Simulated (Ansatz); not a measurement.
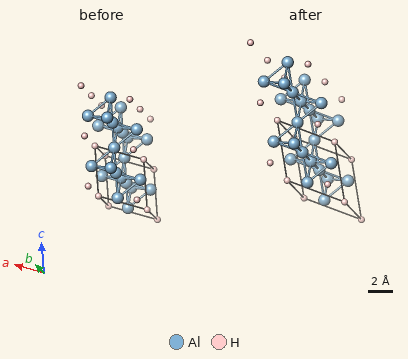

The structure of crystalline Al₄H (a generated structure, set up in R-3m) (coarse preliminary run) before (left) and after (right) a relaxation, at one scale.

The picture is a ball-and-stick view of the cell of the calculation, repeated 1 × 2 × 2 with one cell outlined, seen from a free direction.

All numbers below come from DFT PBE, scalar-relativistic, plane waves, PAW in Ansatz 0.2.0. Set-up: plane-wave cutoff 420 eV; k-point mesh 6 × 6 × 6; occupations gaussian; smearing width 0.1 eV; no spin polarisation; cell and atoms relaxed; force threshold 0.04 eV/Å; at most 70 steps.

Question: What changed between the two?

Answer: After 8 accepted moves (10 points after the start) the energy has fallen by 817 meV per atom. All forces vanish by symmetry, so only the cell relaxes. The pressure goes from 40.80 to 0.05 GPa. At 2 points the geometry stayed and the basis and grid were re-selected for the new cell (energy shift of 26.1 meV per atom at most each time). No atom moves by more than 0.005 Å relative to the cell. The volume changes by +49.0 %, with a = b = c 4.395 → 5.390 Å (+22.6 %), α 69.7° → 58.7°, β 69.7° → 58.7°, γ 69.7° → 58.7°. Near-neighbour distances that change, for instance: Al–Al 2.198 → 2.695 Å, Al–Al 2.512 → 2.643 Å. Bond angles that change, for instance: Al–Al–Al 110.3° → 121.3°, Al–Al–Al 69.7° → 58.7°, Al–Al–Al 124.9° → 119.4°. The space group stays R-3m (No. 166).
